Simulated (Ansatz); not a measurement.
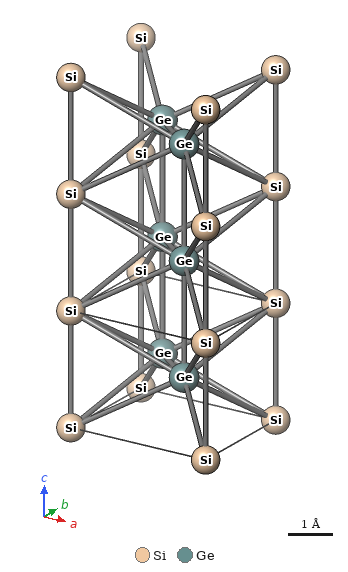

A crystal of SiGe2 (a generated structure, set up in P6/mmm), before the relaxation. The picture is a ball-and-stick view of the cell of the calculation, repeated 1 × 1 × 3 with one cell outlined, seen slightly off an axis.

The calculation used DFT PBE, scalar-relativistic, plane waves, PAW in Ansatz.

Input file:
```yaml
crystal:
  lattice:
    - [4.7767613888, 0.0, 0.0]
    - [-2.3883806944, 4.1367967105, 0.0]
    - [0.0, 0.0, 2.7350465768]
  atoms:
    - { symbol: Si, position: [0.0, 0.0, 0.0] }
    - { symbol: Ge, position: [0.3333333333, 0.6666666667, 0.5] }
    - { symbol: Ge, position: [0.6666666667, 0.3333333333, 0.5] }
basis:
  ecutwfc: 420
kpoints:
  mp_grid: { grid: [12, 12, 16] }
hamiltonian:
  xc: pbe
scf:
  occupations: { method: gaussian, width: 0.1 }
output:
  forces: true
  stress: true
  eigenvalues: true
relax:
  adjacent_minimum: "off"
  f_tol: 0.01
  max_steps: 80
  cell: { stress_tol: 0.05 }
```

Run as
```bash
ansatz run input.yaml --threads 1 --pin off --max-ram 2560MiB --backend cpu --events-out ev --progress --plain --runs-dir out
```

### What does the optimiser find from here?

Over 3 accepted moves (4 points after the start) the energy falls by 1.8 meV per cell of the calculation. All forces vanish by symmetry, so only the cell relaxes. The pressure goes from 0.21 to 0.00 GPa. The SCF was repeated once at an unchanged geometry on a basis and grid sized afresh for the cell, which shifted the energy by 0.1 meV per cell of the calculation at most. The atoms keep their places relative to the cell (all moves are under 0.005 Å). The drawn cell changes as follows: a = b 4.777 → 4.809 Å (+0.7 %), c 2.735 → 2.711 Å (−0.9 %); the volume changes by +0.5 %. Among the contacts that change: Si1–Si1 2.735 → 2.711 Å, Ge2–Ge2 2.735 → 2.711 Å, Ge2–Ge3 2.758 → 2.777 Å, Si1–Ge2 3.078 → 3.090 Å. The space group stays P6/mmm (No. 191). The run took 57 s on 1 thread of Arm Neoverse V1, on a shared host, peak memory 0.47 GiB.

History of the run:

| step | E − E(0), meV/atom | pressure, GPa | volume, Å³/atom | note |
| --- | --- | --- | --- | --- |
| 0 | 0.00 | 0.21 | 18.015 |  |
| 1 | -0.44 | -0.13 | 18.120 |  |
| 2 | -0.58 | 0.09 | 18.074 |  |
| 3 | -0.59 | 0.00 | 18.099 |  |
| 4 | -0.60 | 0.00 | 18.099 | same geometry, new basis |

Final geometry:

```xyz
3
Lattice="4.8090 0.0000 0.0000 -2.4045 4.1648 0.0000 0.0000 0.0000 2.7110" Properties=species:S:1:pos:R:3 pbc="T T T"
Si   -2.4045    4.1648    2.7110
Ge    0.0000    2.7765    1.3555
Ge    2.4045    1.3883    1.3555
```

The end point in the same view:

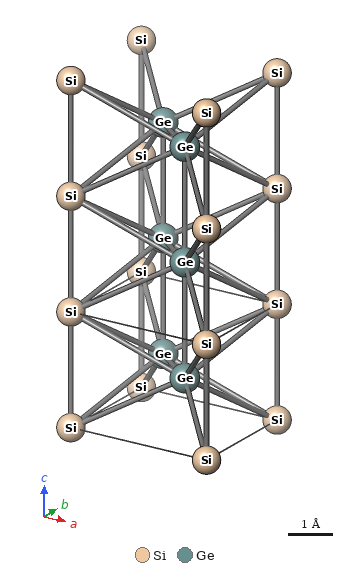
